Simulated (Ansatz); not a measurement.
## Mo: geometry relaxation (part 1 of 3)

System: Mo (slab, 16 atoms in the cell).
Method: DFT PBEsol, scalar-relativistic, plane waves, PAW, no spin polarisation (Ansatz 0.2.0).

The structure derives from an entry of the Crystallography Open Database. It belongs to a series of runs on one base structure; here: (2 1 0) slab, atoms relaxed.

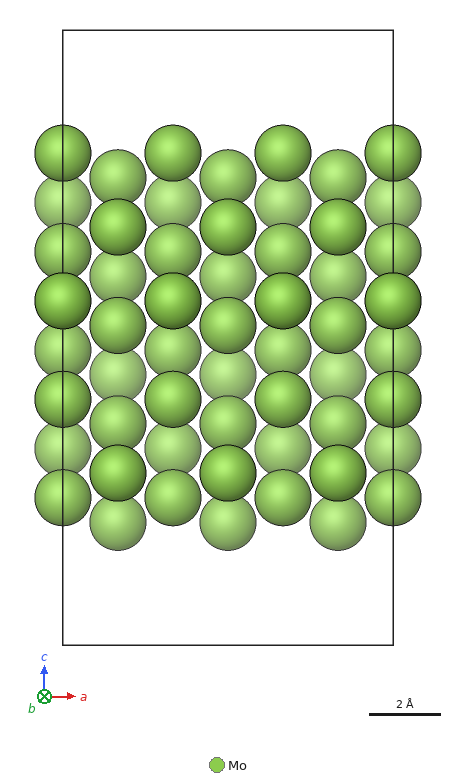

**Figure 1.** The structure as given in the input (spheres-only view of the 3 × 1 repeat of the cell, with the vacuum cut short, along the b axis). An atom can appear more than once, as a periodic image.

The input:
```yaml
crystal:
  lattice:
    - [3.1293068543, 0.0, 0.0]
    - [0.0, 6.9973428486, 0.0]
    - [0.0, 0.0, 25.496014273]
  atoms:
    - { symbol: Mo, position: [0.5, 0.7, 0.2941636257] }
    - { symbol: Mo, position: [0.0, 0.4, 0.3216084756] }
    - { symbol: Mo, position: [0.5, 0.1, 0.3490533255] }
    - { symbol: Mo, position: [0.0, 0.8, 0.3764981754] }
    - { symbol: Mo, position: [0.5, 0.5, 0.4039430253] }
    - { symbol: Mo, position: [0.0, 0.2, 0.4313878752] }
    - { symbol: Mo, position: [0.5, 0.9, 0.4588327251] }
    - { symbol: Mo, position: [0.0, 0.6, 0.486277575] }
    - { symbol: Mo, position: [0.5, 0.3, 0.513722425] }
    - { symbol: Mo, position: [0.0, 0.0, 0.5411672749] }
    - { symbol: Mo, position: [0.5, 0.7, 0.5686121248] }
    - { symbol: Mo, position: [0.0, 0.4, 0.5960569747] }
    - { symbol: Mo, position: [0.5, 0.1, 0.6235018246] }
    - { symbol: Mo, position: [0.0, 0.8, 0.6509466745] }
    - { symbol: Mo, position: [0.5, 0.5, 0.6783915244] }
    - { symbol: Mo, position: [0.0, 0.2, 0.7058363743] }
basis:
  ecutwfc: 420
kpoints:
  mp_grid: { grid: [11, 5, 1] }
hamiltonian:
  xc: pbesol
scf:
  occupations: { method: gaussian, width: 0.1 }
output:
  forces: true
  eigenvalues: true
  write_density: true
  write_potential: true
  elf: true
  volumetric_format: npy
relax:
  adjacent_minimum: "off"
  f_tol: 0.02
  max_steps: 60
efield:
  axis: 3
  dipole_correction: true
  ramp_width: 0.04
```

Machine: 4 threads of Arm Neoverse V2, 24 GiB of memory available, shared host.

Launch command:
```bash
ansatz run input.yaml --threads 4 --pin off --max-ram 10240MiB --backend cpu --events-out ev --progress --plain --runs-dir out
```

Output:
```
Engine: ansatz 0.2.0, aarch64-unknown-linux-gnu
Pseudopotentials: kind: paw
Pseudopotential: Mo, paw, valence charge 14, recommended cutoff 420 eV (normal), Mo.paw.azcp
Functional definition: PBEsol
  exchange = pbesol_x
  correlation = pbesol_c
Crystal: 16 atoms, lattice volume = 558.282 Å³
Basis set: ecut = 420 eV, 10929 PW (Γ), exchange–correlation on 48×96×360 points (8 copies of the dense FFT grid, shifted against one another)
Bands: 135, of which v1, the nominal top of the filled ones, is band 112 counted from 1 (111 counted from 0)
Symmetry: 2 space group operations
k-points: 18 of 55 (time reversal used)
Non-local potential: Mo, projectors of the file, l = 0: 3, l = 1: 2, l = 2: 2, l = 3: 1
PAW form: soft (Blöchl's): semilocal exchange-correlation on the pseudo side does not see the compensation charge
PAW frozen core: Mo, regenerated for the run's functional, and the local potential with it (the file was generated under x = pbe(κ = 0.804, μ = 0.2195149727645171), c = pbe(β = 0.06672455060314922))
PAW one-centre angular grid: Mo, 590 points (default); XC on 64 Gauss nodes
Initial density: superposition of atomic densities (neutral atoms: chi_scale 0, normalization atom), corrected by the library's trained network
Initial wavefunctions: pseudopotential atomic-orbital guess
Functional: x = pbesol(κ = 0.804, μ = 0.12345679012345678), c = pbesol(β = 0.046)
SCF iter   1: F=—  HF=-78349.386081 eV  |F-HF|=—  |Δ(HF+E_count)|=         —  Δρ=7.25e-3  dr2=1.08e0  ethr=1.77e-3  p=0.000 e·Å  D=1.57e-13 V/Å  ΔV_dip=-0.00 eV  dr2_dipole=1.92e-10  V_vac-E_F(+/−)=4.22/4.22 eV  ⟨swp⟩=8.6  Hψ=11739  notcnv=0
efield: sawtooth ramp at fractional position 0.9800 (placed from the atoms, in the widest stretch of the axis that holds none; the zero of the levels goes with the place), width 0.0400; the density the first Hamiltonian is built on has a dipole p = 0.000 e·Å; the dipole correction subtracts the counter field D = 1.57e-13 V/Å, which shifts the + side's vacuum level by -0.00 eV against the − side's; the planar-averaged density in the ramp window peaks in size at 4.8e-6 e/Å³
preconditioner: auto → LDOS  [metal: Δε(μ)=0.017 eV  Ē_g=3.874 eV  σ=0.100 eV  W_gap=0.09  n_scr=124 (ndim 8)  ℏωp=15.4 eV  f_vac=0.485  D(μ)=15.59/eV (n_scr^D=104)  β→1.0]
SCF iter   2: F=—  HF=-78349.350269 eV  |F-HF|=—  |Δ(HF+E_count)|=   3.58e-2  Δρ=3.68e-3  dr2=1.43e-1  ethr=4.84e-4  p=-0.000 e·Å  D=-1.79e-5 V/Å  ΔV_dip=0.00 eV  dr2_dipole=1.31e-7  V_vac-E_F(+/−)=4.15/4.15 eV  ⟨swp⟩=2.8  Hψ=3762  notcnv=0  defer=215
SCF iter   3: F=—  HF=-78349.333986 eV  |F-HF|=—  |Δ(HF+E_count)|=   1.63e-2  Δρ=9.59e-4  dr2=1.42e-2  ethr=6.37e-5  p=0.000 e·Å  D=2.36e-5 V/Å  ΔV_dip=-0.00 eV  dr2_dipole=2.14e-8  V_vac-E_F(+/−)=4.16/4.16 eV  ⟨swp⟩=2.0  Hψ=3095  notcnv=0  defer=215
SCF iter   4: F=—  HF=-78349.332773 eV  |F-HF|=—  |Δ(HF+E_count)|=   1.21e-3  Δρ=1.94e-4  dr2=4.58e-4  ethr=6.32e-6  p=0.000 e·Å  D=3.76e-6 V/Å  ΔV_dip=-0.00 eV  dr2_dipole=1.55e-7  V_vac-E_F(+/−)=4.15/4.15 eV  ⟨swp⟩=2.9  Hψ=3532  notcnv=0  defer=215
SCF iter   5: F=—  HF=-78349.333176 eV  |F-HF|=—  |Δ(HF+E_count)|=   4.03e-4  Δρ=5.59e-5  dr2=3.49e-5  ethr=2.05e-7  p=0.000 e·Å  D=3.63e-6 V/Å  ΔV_dip=-0.00 eV  dr2_dipole=1.34e-8  V_vac-E_F(+/−)=4.15/4.15 eV  ⟨swp⟩=2.4  Hψ=3530  notcnv=0  defer=5
iter 6 did not close the SCF: its close was put off until two iterations running show no level that it waits for move by more than its bar (scf_convergence_deferred on its scf_iter line)
SCF iter   6: F=-78349.333193 eV  HF=-78349.333197 eV  |F-HF|=3.84e-6  |Δ(HF+E_count)|=   2.13e-5  Δρ=2.29e-5  dr2=8.78e-6  ethr=4.46e-9  p=0.000 e·Å  D=2.31e-6 V/Å  ΔV_dip=-0.00 eV  dr2_dipole=1.93e-10  V_vac-E_F(+/−)=4.14/4.14 eV  ⟨swp⟩=22.7  Hψ=25824  notcnv=0
iter 7 did not close the SCF: its close was put off until two iterations running show no level that it waits for move by more than its bar (scf_convergence_deferred on its scf_iter line)
SCF iter   7: F=-78349.333198 eV  HF=-78349.333198 eV  |F-HF|=1.31e-7  |Δ(HF+E_count)|=   1.03e-6  Δρ=7.62e-6  dr2=6.78e-7  ethr=3.92e-9  p=0.000 e·Å  D=7.93e-7 V/Å  ΔV_dip=-0.00 eV  dr2_dipole=3.63e-10  V_vac-E_F(+/−)=4.14/4.14 eV  ⟨swp⟩=12.3  Hψ=21758  notcnv=0
SCF iter   8: F=-78349.333199 eV  HF=-78349.333198 eV  |F-HF|=7.13e-8  |Δ(HF+E_count)|=   3.23e-7  Δρ=3.33e-6  dr2=1.15e-7  ethr=3.02e-10  p=0.000 e·Å  D=4.24e-7 V/Å  ΔV_dip=-0.00 eV  dr2_dipole=3.77e-12  V_vac-E_F(+/−)=4.14/4.14 eV  ⟨swp⟩=9.8  Hψ=19885  notcnv=0
SCF 1 converged in 8 iterations: F = -78349.333199 eV  dr2 = 1.15e-7
  greatest PAW one-centre occupation: 0.999 electrons in one spin orbital (limit 2), on the Mo atom at site 15 (counted from 0), in its partial waves of l = 0
relax step   1: F+E_penalty+E_count = -78349.33319856 eV  Δ(F+E_penalty+E_count) = +0.000e0 eV  max|allowed force component| = 1.981e0 eV/Å  Δτ_max = 0.0000 Å  (8 SCF iters, dr2 threshold 1.00e-5 eV, accepted)
Initial density: handed on by an earlier stage of this run
Initial wavefunctions: those handed on with the density
iter 1 solved again at ethr=5.13e-4 eV; its pass at ethr=3.10e-3 eV (dr2=1.15e0 eV) is discarded
SCF iter   1: F=—  HF=-78350.048084 eV  |F-HF|=—  |Δ(HF+E_count)|=         —  Δρ=1.13e-2  dr2=1.15e0  ethr=5.13e-4  p=0.000 e·Å  D=4.24e-7 V/Å  ΔV_dip=-0.00 eV  dr2_dipole=1.06e-10  V_vac-E_F(+/−)=4.18/4.18 eV  ⟨swp⟩=2.0  Hψ=7977  notcnv=0  defer=217
efield: sawtooth ramp at fractional position 0.9800 (handed on by an earlier solve), width 0.0400; the density the first Hamiltonian is built on has a dipole p = 0.000 e·Å; the dipole correction subtracts the counter field D = 4.24e-7 V/Å, which shifts the + side's vacuum level by -0.00 eV against the − side's; the planar-averaged density in the ramp window peaks in size at 4.5e-6 e/Å³
preconditioner: auto → LDOS  [metal: Δε(μ)=0.013 eV  Ē_g=3.990 eV  σ=0.100 eV  W_gap=0.07  n_scr=124 (ndim 8)  ℏωp=15.4 eV  f_vac=0.494  D(μ)=16.07/eV (n_scr^D=112)  β→1.0]
SCF iter   2: F=—  HF=-78349.973581 eV  |F-HF|=—  |Δ(HF+E_count)|=   7.45e-2  Δρ=4.86e-3  dr2=3.36e-1  ethr=5.13e-4  p=-0.000 e·Å  D=-1.09e-5 V/Å  ΔV_dip=0.00 eV  dr2_dipole=5.43e-6  V_vac-E_F(+/−)=4.11/4.11 eV  ⟨swp⟩=3.3  Hψ=4374  notcnv=0  defer=217
SCF iter   3: F=—  HF=-78349.934500 eV  |F-HF|=—  |Δ(HF+E_count)|=   3.91e-2  Δρ=1.81e-3  dr2=4.50e-2  ethr=1.50e-4  p=0.000 e·Å  D=2.12e-5 V/Å  ΔV_dip=-0.00 eV  dr2_dipole=2.93e-6  V_vac-E_F(+/−)=4.18/4.18 eV  ⟨swp⟩=2.7  Hψ=4223  notcnv=0  defer=217
SCF iter   4: F=—  HF=-78349.928214 eV  |F-HF|=—  |Δ(HF+E_count)|=   6.29e-3  Δρ=4.13e-4  dr2=1.84e-3  ethr=2.01e-5  p=-0.000 e·Å  D=-1.37e-6 V/Å  ΔV_dip=0.00 eV  dr2_dipole=6.20e-8  V_vac-E_F(+/−)=4.18/4.18 eV  ⟨swp⟩=2.8  Hψ=4000  notcnv=0  defer=229
SCF iter   5: F=—  HF=-78349.928406 eV  |F-HF|=—  |Δ(HF+E_count)|=   1.92e-4  Δρ=1.47e-4  dr2=3.10e-4  ethr=8.23e-7  p=0.000 e·Å  D=5.77e-6 V/Å  ΔV_dip=-0.00 eV  dr2_dipole=5.78e-8  V_vac-E_F(+/−)=4.19/4.19 eV  ⟨swp⟩=3.2  Hψ=4639  notcnv=0  defer=229
SCF iter   6: F=-78349.928491 eV  HF=-78349.928492 eV  |F-HF|=5.96e-7  |Δ(HF+E_count)|=   8.60e-5  Δρ=5.00e-5  dr2=2.78e-5  ethr=4.46e-8  p=-0.000 e·Å  D=-2.50e-6 V/Å  ΔV_dip=0.00 eV  dr2_dipole=3.39e-8  V_vac-E_F(+/−)=4.19/4.19 eV  ⟨swp⟩=22.8  Hψ=27788  notcnv=0
SCF 2 converged in 6 iterations: F = -78349.928491 eV  dr2 = 2.78e-5
[... from here on the iterations of each SCF are left out, up to the last one ...]
relax step   2: F+E_penalty+E_count = -78349.92849116 eV  Δ(F+E_penalty+E_count) = -5.953e-1 eV  max|allowed force component| = 8.068e-1 eV/Å  Δτ_max = 0.1949 Å  (6 SCF iters, dr2 threshold 1.00e-4 eV, accepted)
efield: sawtooth ramp at fractional position 0.9800 (handed on by an earlier solve), width 0.0400; the density the first Hamiltonian is built on has a dipole p = -0.000 e·Å; the dipole correction subtracts the counter field D = -2.50e-6 V/Å, which shifts the + side's vacuum level by +0.00 eV against the − side's; the planar-averaged density in the ramp window peaks in size at 1.2e-6 e/Å³
preconditioner: auto → LDOS  [metal: Δε(μ)=0.016 eV  Ē_g=4.053 eV  σ=0.100 eV  W_gap=0.09  n_scr=124 (ndim 8)  ℏωp=15.4 eV  f_vac=0.500  D(μ)=16.12/eV (n_scr^D=112)  β→1.0]
SCF 3 converged in 6 iterations: F = -78349.971960 eV  dr2 = 3.01e-5
relax step   3: F+E_penalty+E_count = -78349.97196047 eV  Δ(F+E_penalty+E_count) = -4.347e-2 eV  max|allowed force component| = 2.977e-1 eV/Å  Δτ_max = 0.1120 Å  (6 SCF iters, dr2 threshold 4.07e-5 eV, accepted)
efield: sawtooth ramp at fractional position 0.9800 (handed on by an earlier solve), width 0.0400; the density the first Hamiltonian is built on has a dipole p = 0.000 e·Å; the dipole correction subtracts the counter field D = 4.69e-7 V/Å, which shifts the + side's vacuum level by -0.00 eV against the − side's; the planar-averaged density in the ramp window peaks in size at 4.6e-6 e/Å³
preconditioner: auto → LDOS  [metal: Δε(μ)=0.012 eV  Ē_g=4.035 eV  σ=0.100 eV  W_gap=0.07  n_scr=124 (ndim 8)  ℏωp=15.4 eV  f_vac=0.497  D(μ)=12.86/eV (n_scr^D=66)  β→1.0]
SCF 4 converged in 7 iterations: F = -78349.969094 eV  dr2 = 3.31e-6
  Residual-converged pass: ⟨swp⟩=1.1  Hψ=2504  notcnv=0  max |occ|·‖R‖ = 7.1e-9 eV (tolerance 1.0e-8 eV)  dr2=3.31e-6  dr2_onsite=3.22e-8  max |Δocc| = 8.1e-11
relax step   4: F+E_penalty+E_count = -78349.96909417 eV  Δ(F+E_penalty+E_count) = +2.866e-3 eV  max|allowed force component| = 5.356e-1 eV/Å  Δτ_max = 0.0956 Å  (7 SCF iters, dr2 threshold 1.21e-5 eV, rejected (line search))
efield: sawtooth ramp at fractional position 0.9800 (handed on by an earlier solve), width 0.0400; the density the first Hamiltonian is built on has a dipole p = -0.000 e·Å; the dipole correction subtracts the counter field D = -4.35e-7 V/Å, which shifts the + side's vacuum level by +0.00 eV against the − side's; the planar-averaged density in the ramp window peaks in size at 3.3e-6 e/Å³
preconditioner: auto → LDOS  [metal: Δε(μ)=0.016 eV  Ē_g=4.025 eV  σ=0.100 eV  W_gap=0.09  n_scr=124 (ndim 8)  ℏωp=15.4 eV  f_vac=0.497  D(μ)=14.08/eV (n_scr^D=74)  β→1.0]
SCF 5 converged in 9 iterations: F = -78350.026052 eV  dr2 = 1.12e-8
relax step   5: F+E_penalty+E_count = -78350.02605228 eV  Δ(F+E_penalty+E_count) = -5.409e-2 eV  max|allowed force component| = 1.448e-1 eV/Å  Δτ_max = 0.0462 Å  (9 SCF iters, accepted)
efield: sawtooth ramp at fractional position 0.9800 (handed on by an earlier solve), width 0.0400; the density the first Hamiltonian is built on has a dipole p = -0.000 e·Å; the dipole correction subtracts the counter field D = -3.08e-8 V/Å, which shifts the + side's vacuum level by +0.00 eV against the − side's; the planar-averaged density in the ramp window peaks in size at 3.2e-6 e/Å³
preconditioner: auto → LDOS  [metal: Δε(μ)=0.002 eV  Ē_g=4.019 eV  σ=0.100 eV  W_gap=0.01  n_scr=124 (ndim 8)  ℏωp=15.4 eV  f_vac=0.496  D(μ)=13.89/eV (n_scr^D=74)  β→1.0]
SCF 6 converged in 6 iterations: F = -78350.033149 eV  dr2 = 9.94e-7
relax step   6: F+E_penalty+E_count = -78350.03314854 eV  Δ(F+E_penalty+E_count) = -7.096e-3 eV  max|allowed force component| = 5.093e-2 eV/Å  Δτ_max = 0.0301 Å  (6 SCF iters, dr2 threshold 2.86e-6 eV, accepted)
SCF iter   1: F=—  HF=-78350.033835 eV  |F-HF|=—  |Δ(HF+E_count)|=         —  Δρ=6.11e-4  dr2=2.21e-3  ethr=1.78e-5  p=-0.000 e·Å  D=-2.62e-7 V/Å  ΔV_dip=0.00 eV  dr2_dipole=3.95e-10  V_vac-E_F(+/−)=4.18/4.18 eV  ⟨swp⟩=2.0  Hψ=3822  notcnv=0  defer=2
efield: sawtooth ramp at fractional position 0.9800 (handed on by an earlier solve), width 0.0400; the density the first Hamiltonian is built on has a dipole p = -0.000 e·Å; the dipole correction subtracts the counter field D = -2.62e-7 V/Å, which shifts the + side's vacuum level by +0.00 eV against the − side's; the planar-averaged density in the ramp window peaks in size at 3.3e-6 e/Å³
preconditioner: auto → LDOS  [metal: Δε(μ)=0.003 eV  Ē_g=4.018 eV  σ=0.100 eV  W_gap=0.02  n_scr=124 (ndim 8)  ℏωp=15.4 eV  f_vac=0.496  D(μ)=13.95/eV (n_scr^D=74)  β→1.0]
SCF iter   2: F=—  HF=-78350.033580 eV  |F-HF|=—  |Δ(HF+E_count)|=   2.54e-4  Δρ=2.25e-4  dr2=3.98e-4  ethr=9.88e-7  p=0.000 e·Å  D=1.07e-6 V/Å  ΔV_dip=-0.00 eV  dr2_dipole=1.27e-11  V_vac-E_F(+/−)=4.18/4.18 eV  ⟨swp⟩=2.8  Hψ=5207  notcnv=0  defer=3
SCF iter   3: F=—  HF=-78350.033514 eV  |F-HF|=—  |Δ(HF+E_count)|=   6.63e-5  Δρ=7.77e-5  dr2=7.72e-5  ethr=1.78e-7  p=-0.000 e·Å  D=-1.12e-6 V/Å  ΔV_dip=0.00 eV  dr2_dipole=8.65e-10  V_vac-E_F(+/−)=4.18/4.18 eV  ⟨swp⟩=2.2  Hψ=3952  notcnv=0  defer=3
SCF iter   4: F=—  HF=-78350.033903 eV  |F-HF|=—  |Δ(HF+E_count)|=   3.89e-4  Δρ=2.21e-5  dr2=3.38e-6  ethr=3.45e-8  p=0.000 e·Å  D=1.61e-7 V/Å  ΔV_dip=-0.00 eV  dr2_dipole=3.30e-10  V_vac-E_F(+/−)=4.18/4.18 eV  ⟨swp⟩=3.6  Hψ=4694  notcnv=0  defer=3
SCF iter   5: F=—  HF=-78350.033902 eV  |F-HF|=—  |Δ(HF+E_count)|=   4.10e-7  Δρ=5.32e-6  dr2=2.49e-7  ethr=1.51e-9  p=-0.000 e·Å  D=-4.01e-9 V/Å  ΔV_dip=0.00 eV  dr2_dipole=6.96e-12  V_vac-E_F(+/−)=4.18/4.18 eV  ⟨swp⟩=2.2  Hψ=4033  notcnv=0  defer=3
SCF iter   6: F=-78350.033902 eV  HF=-78350.033902 eV  |F-HF|=1.43e-9  |Δ(HF+E_count)|=   2.59e-7  Δρ=2.00e-6  dr2=5.15e-8  ethr=4.46e-11  p=0.000 e·Å  D=5.24e-10 V/Å  ΔV_dip=-0.00 eV  dr2_dipole=2.87e-11  V_vac-E_F(+/−)=4.18/4.18 eV  ⟨swp⟩=17.8  Hψ=20958  notcnv=0
SCF 7 converged in 6 iterations: F = -78350.033902 eV  dr2 = 5.15e-8
relax step   7: F+E_penalty+E_count = -78350.03390244 eV  Δ(F+E_penalty+E_count) = -7.539e-4 eV  max|allowed force component| = 8.584e-3 eV/Å  Δτ_max = 0.0068 Å  (6 SCF iters, accepted)
```

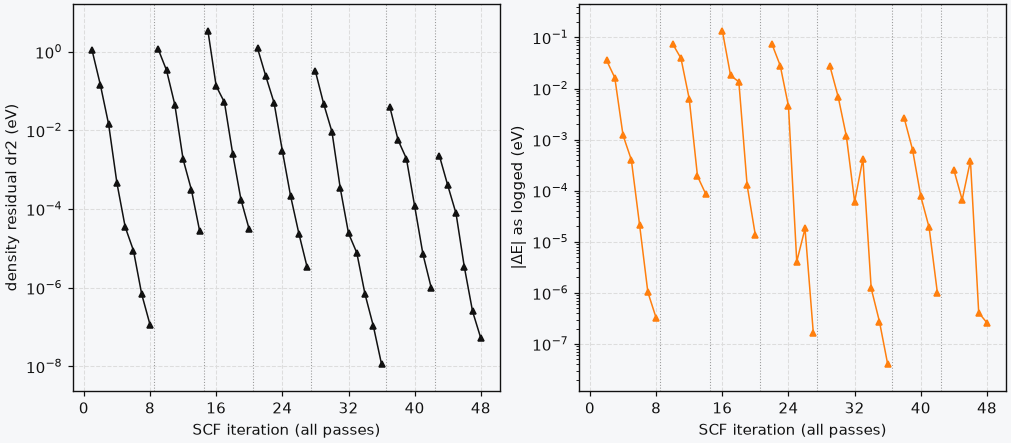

**Figure 2.** Convergence of the self-consistent field: density residual dr2 and size of the energy change against the SCF iteration. The dotted lines part the SCF passes of the relaxation: geometry steps, rejected trials and re-solves on a re-selected basis. The 7 passes take 6 to 9 iterations each, 48 in all.
